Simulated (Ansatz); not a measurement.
# Preparing MgO (Fm-3m) as a host crystal, part 2 of 2

Before any defect goes in: MgO (Fm-3m) at rest, and how it screens a charge.

Ansatz 0.2.0; plane-wave PAW DFT, PBEsol; relaxation of the host's cell and atoms; PAW set soft_1 (the session's first sound run).

So far, mean electronic dielectric tensor: step 3 (dielectric tensors of the host) 3.24. The relaxed cell has a = 4.215 Å (conventional setting).

### 4. Host on a dense mesh

This step: plane-wave PAW DFT, PBEsol; single point of the defect-free host, a test of the k-point sampling; PAW set soft_1 (Ansatz 0.2.0).

The input, dense/input.yaml:

```yaml
crystal:
  lattice:
    - [0.0, 2.1074328536, 2.1074328536]
    - [2.1074328536, 0.0, 2.1074328536]
    - [2.1074328536, 2.1074328536, 0.0]
  atoms:
    - { symbol: Mg, position: [0.0, 0.0, 0.0] }
    - { symbol: O, position: [0.5, 0.5, 0.5] }
basis:
  ecutwfc: 420
  xc_grid: 2
hamiltonian:
  xc: pbesol
  pseudopotentials: { kind: paw, azcp: { folder: soft_1 }, xc_functional: pbe }
kpoints:
  mp_grid: { grid: [11, 11, 11] }
scf:
  occupations: { method: fermi_dirac, width: 0.01 }
  max_iter: 100
  lower_state_search: "off"
checkpoint:
  write: "../dense.run"
  compress: false
  write_wavefunctions: false
  write_every: 100000
```

Command:

```console
$ ansatz run input.yaml --threads 32 --pin off --max-ram 84787MiB --backend cuda --events-out ev --progress --plain --runs-dir out --max-vram 78GiB
```

Numbers of over 12 decimals in the logs are rounded to 6 here.

Log:

```text
[...]
GPU FFT provider: cuFFT
GPU libraries: cuBLAS 13.8.1, cuFFT 12.4.0, cuSOLVER 12.3.2
[...]
Crystal: 2 atoms, lattice volume = 18.719 Å³
Basis set: ecut = 420 eV, 339 PW (Γ), exchange–correlation on 40×40×40 points (8 copies of the dense FFT grid, shifted against one another)
Bands: 12, of which v1, the nominal top of the filled ones, is band 8 counted from 1 (7 counted from 0)
Symmetry: 48 space group operations
[...]
k-points: 56 of 1331
[...]
GPU buffer pool allocated for 8000 grid points (all kernels)
[...]
SCF iter   1: F=—  HF=-2475.877477 eV  |Δ(HF+E_count)|=         —  Δρ=7.12e-2  dr2=4.74e-1  Hψ=4094
[...]
SCF iter   6: F=-2475.874168 eV  HF=-2475.874168 eV  |Δ(HF+E_count)|=   1.50e-7  Δρ=4.22e-6  dr2=9.94e-10  Hψ=1493
SCF 1 converged in 6 iterations: F = -2475.874168 eV  dr2 = 9.94e-10
[...]
SCF converged after 6 iterations
Free energy (F): -2475.874168 eV
[...]
Internal energy: -2475.874168 eV  (E = F + TS)
E sigma→0 (E₀):  -2475.874168 eV
Fermi energy:    10.225765 eV
[...]
```

Wall time 0.89 s (1 × NVIDIA GB200 with 32 threads of Arm Neoverse V2, shared host); peak memory 0.93 GiB; 1.9 s of CPU time.

### 5. Defect free supercell at the zone centre

System of this step: MgO (Fm-3m). The cell holds 128 atoms: 64 Mg and 64 O. Its edges and angles: a = 11.921 Å, b = 11.921 Å, c = 11.921 Å, α = 60.0°, β = 60.0°, γ = 60.0°.

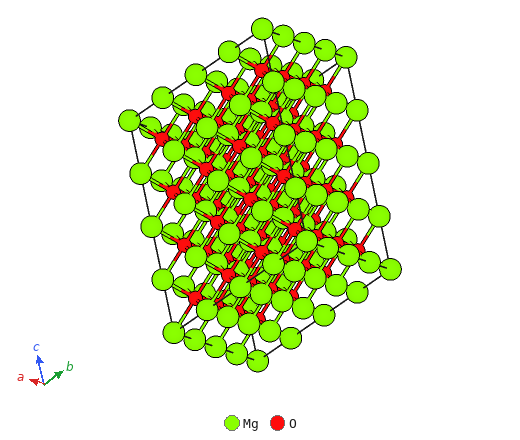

The cell of this step (magnesium green, oxygen red). Bonds to atoms that aren't drawn are left out. Some periodic images of atoms are drawn too.

The input, pristine.sampling_gamma/input.yaml:

```yaml
crystal:
  lattice:
    - [0.0, 8.4297314145, 8.4297314145]
    - [8.4297314145, 0.0, 8.4297314145]
    - [8.4297314145, 8.4297314145, 0.0]
  atoms:
    - { symbol: Mg, position: [0.0, 0.0, 0.0] }
    - { symbol: O, position: [0.125, 0.125, 0.125] }
    - { symbol: Mg, position: [0.0, 0.0, 0.25] }
    - { symbol: O, position: [0.125, 0.125, 0.375] }
    - { symbol: Mg, position: [0.0, 0.0, 0.5] }
    - { symbol: O, position: [0.125, 0.125, 0.625] }
    - { symbol: Mg, position: [0.0, 0.0, 0.75] }
    - { symbol: O, position: [0.125, 0.125, 0.875] }
    - { symbol: Mg, position: [0.0, 0.25, 0.0] }
    - { symbol: O, position: [0.125, 0.375, 0.125] }
    - { symbol: Mg, position: [0.0, 0.25, 0.25] }
    - { symbol: O, position: [0.125, 0.375, 0.375] }
    - { symbol: Mg, position: [0.0, 0.25, 0.5] }
    - { symbol: O, position: [0.125, 0.375, 0.625] }
    - { symbol: Mg, position: [0.0, 0.25, 0.75] }
    - { symbol: O, position: [0.125, 0.375, 0.875] }
    - { symbol: Mg, position: [0.0, 0.5, 0.0] }
    - { symbol: O, position: [0.125, 0.625, 0.125] }
    - { symbol: Mg, position: [0.0, 0.5, 0.25] }
    - { symbol: O, position: [0.125, 0.625, 0.375] }
    - { symbol: Mg, position: [0.0, 0.5, 0.5] }
    - { symbol: O, position: [0.125, 0.625, 0.625] }
    - { symbol: Mg, position: [0.0, 0.5, 0.75] }
    - { symbol: O, position: [0.125, 0.625, 0.875] }
    - { symbol: Mg, position: [0.0, 0.75, 0.0] }
    - { symbol: O, position: [0.125, 0.875, 0.125] }
    - { symbol: Mg, position: [0.0, 0.75, 0.25] }
    - { symbol: O, position: [0.125, 0.875, 0.375] }
    - { symbol: Mg, position: [0.0, 0.75, 0.5] }
    - { symbol: O, position: [0.125, 0.875, 0.625] }
[... 92 atom lines left out ...]
    - { symbol: Mg, position: [0.75, 0.75, 0.25] }
    - { symbol: O, position: [0.875, 0.875, 0.375] }
    - { symbol: Mg, position: [0.75, 0.75, 0.5] }
    - { symbol: O, position: [0.875, 0.875, 0.625] }
    - { symbol: Mg, position: [0.75, 0.75, 0.75] }
    - { symbol: O, position: [0.875, 0.875, 0.875] }
basis:
  ecutwfc: 420
  xc_grid: 2
hamiltonian:
  xc: pbesol
  pseudopotentials: { kind: paw, azcp: { folder: soft_1 }, xc_functional: pbe }
kpoints:
  mp_grid: { grid: [1, 1, 1] }
scf:
  occupations: { method: fermi_dirac, width: 0.01 }
  max_iter: 100
  lower_state_search: "off"
checkpoint:
  write: "../pristine.sampling_gamma.run"
  compress: false
  write_wavefunctions: false
  write_every: 100000
```

Log:

```text
[...]
GPU FFT provider: cuFFT
GPU libraries: cuBLAS 13.8.1, cuFFT 12.4.0, cuSOLVER 12.3.2
[...]
Crystal: 128 atoms, lattice volume = 1198.040 Å³
Basis set: ecut = 420 eV, 23409 PW (Γ), exchange–correlation on 160×160×160 points (8 copies of the dense FFT grid, shifted against one another)
Bands: 640, of which v1, the nominal top of the filled ones, is band 512 counted from 1 (511 counted from 0)
Symmetry: 3072 space group operations
[...]
k-points: 1
[...]
GPU buffer pool allocated for 512000 grid points (all kernels)
[...]
SCF iter   1: F=—  HF=-158455.285801 eV  |Δ(HF+E_count)|=         —  Δρ=7.12e-2  dr2=3.04e1  Hψ=2680
[...]
SCF iter   4: F=—  HF=-158455.079689 eV  |Δ(HF+E_count)|=   1.14e-1  Δρ=9.31e-4  dr2=6.57e-3  Hψ=1042
automatic band count: iteration 4 solves 593 bands in place of 640: the levels show a gap, and the empty bands left out lie too high to hold charge; the band table lists the bands solved (type scf.n_extra_bands for more)
SCF iter   5: F=—  HF=-158455.086293 eV  |Δ(HF+E_count)|=   6.60e-3  Δρ=1.63e-4  dr2=1.60e-4  Hψ=722
[...]
SCF iter   8: F=-158455.085677 eV  HF=-158455.085677 eV  |Δ(HF+E_count)|=   1.74e-7  Δρ=5.18e-7  dr2=1.96e-9  Hψ=1128
SCF 1 converged in 8 iterations: F = -158455.085677 eV  dr2 = 1.96e-9
[...]
SCF converged after 8 iterations
Free energy (F): -158455.085677 eV
[...]
Internal energy: -158455.085677 eV  (E = F + TS)
E sigma→0 (E₀):  -158455.085677 eV
Fermi energy:    10.237000 eV
[...]
```

It took 1.5 s on 1 × NVIDIA GB200 with 32 threads; peak memory 1.2 GiB; 3.2 s of CPU time.

### 6. Summary of results

| Quantity | Value |
| --- | --- |
| primitive cell vectors, lengths | 2.980, 2.980, 2.980 Å |
| electronic dielectric constant | 3.24 |
| static dielectric constant | 10.37 |
| gap on the k-mesh of the response run (PBEsol) | 4.62 eV |
| energy an atom at the zone centre alone less that on the dense mesh | 0.007 eV |

Step 2: The cell grew by 1.5 % in volume. The k-mesh can miss the band edges, so this gap is an upper bound at this level. All at zero temperature.

Comparison with the measured values:

| quantity | measured | PBEsol |
| --- | --- | --- |
| lattice constant a (Å) | 4.21322 | 4.215 (+0.0 %) |
| ε∞ (mean of the tensor) | 2.95 | 3.24 (+10.0 %) |

Measured values from pmc:11084758 (2024) and arxiv:0704.2267 (2007).

**Verdict.** The lattice constant a matches within 0.05 %: good agreement. The ε∞ is off by +10.0 %: fair agreement. The grades are ours: good and fair within 0.7 and 1.5 % for the lattice constant a and 7 and 18 % for the ε∞. For lattice constants the calculation has a static lattice, without zero-point motion or thermal expansion.

[Logs are printed without paths, hosts, clocks, repeated set-up lines and the standing remarks that a program may print on its own settings, such as how far it seeks lower states.]

[Hosts, paths, dates, database ids (printed as entryN), source tags and the programs' standing remarks are cut or masked in the printed files.]

[Runs of the host that timed out are not shown.]

[For some hosts the program warned that the k-mesh of the response run may be too coarse for force constants and the static dielectric constant; such warnings are not always shown.]
